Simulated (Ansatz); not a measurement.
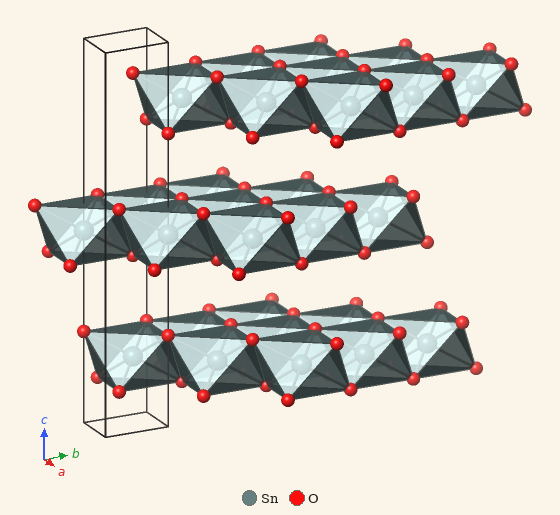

Polyhedra are drawn about Sn (bonds: O–Sn below 2.4 Å); other atoms are plain spheres.

System SnO₂ (space group R-3m, No. 166); source of the atomic positions: the input geometry of an electronic-structure calculation (not necessarily at equilibrium).

Sharing among the drawn polyhedra:

```json
{"site": "Sn", "polyhedron": "SnO6 octahedron", "corner-sharing neighbours": "0", "edge-sharing": "6", "face-sharing": "0", "bond (Å)": "2.13"}
```

They form layers of edge-sharing octahedra parallel to (001).
